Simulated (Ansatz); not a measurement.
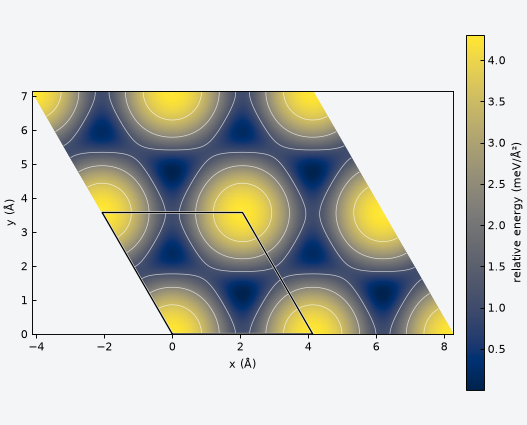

A bilayer of two MgI₂ sheets (1T type) (6 atoms in the cell). The upper layer of a bilayer is slid over the lower one; relaxed at each slide: the heights of all atoms; the origin of the map has I4 above I3. Places are given modulo a cell vector. The map is drawn in real space over the plane of the slide. Grid: 6 × 6 points; 10 points were computed and 26 follow by symmetry. All energies are given in meV/Å² relative to the lowest grid point. Method: DFT PBE+D3(BJ), scalar-relativistic, plane waves, PAW (Ansatz 0.2.0). Settings: cutoff 420 eV, k-mesh 9×9×1, gaussian smearing 0.05 eV, no spin polarisation.

In the figure: a smooth colour map with a few white contour lines, the outline of one cell of the 2 × 2 shown. Between grid points the surface is interpolated.

The lowest grid point is at (4/6, 2/6) of the cell vectors. There is a further well near (2/6, 4/6) of the cell vectors (0.19 meV/Å² above the lowest at that grid point). The highest grid point, (0/6, 0/6) of the cell vectors, lies 4.31 meV/Å² above the lowest. On the interpolated surface the easiest way out of the lowest well to the well at (2/6, 4/6) of the cell vectors passes a barrier of about 1 meV/Å². Facing atoms of the upper layer at the lowest point: I above I of a deeper plane, the Mg behind them above Mg; at the highest: I above I, the Mg behind them above I. The relaxed distance between the facing planes is 3.49 Å at the lowest and 4.16 Å at the highest point.

The scan is repeated rigidly (the distance between the facing planes is held at 3.83 Å); the new grid has 9 × 9 points. At a held distance the lowest stacking need not be the one that binds best once the distance relaxes.

What will the new map look like?

Answer. The lowest place stays at (6/9, 3/9) of the cell vectors. The span from the lowest to the highest grid point grows from 4.31 to 4.84 meV/Å². The easiest pass out of the lowest well goes from about 1 to about 0.48 meV/Å² on the interpolated surfaces. In the new map: facing atoms of the upper layer at the lowest point: I above I of a deeper plane, the Mg behind them above Mg; at the highest: I above I, the Mg behind them above I.

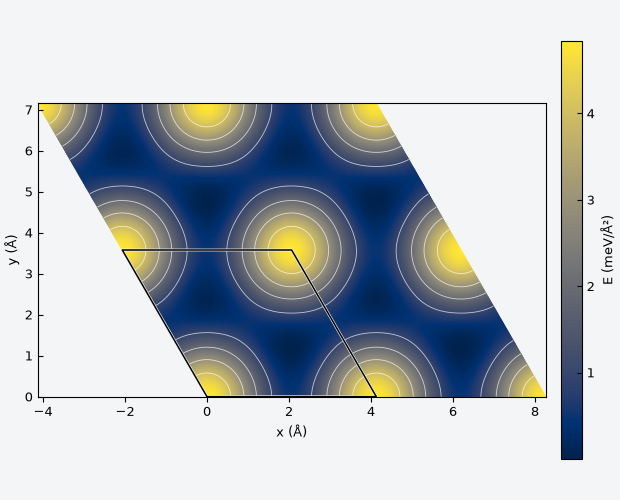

The map after the change, on a colour scale of its own. Drawn: a smooth colour map with a few white contour lines, the outline of one cell of the 2 × 2 shown. Between grid points the surface is interpolated.
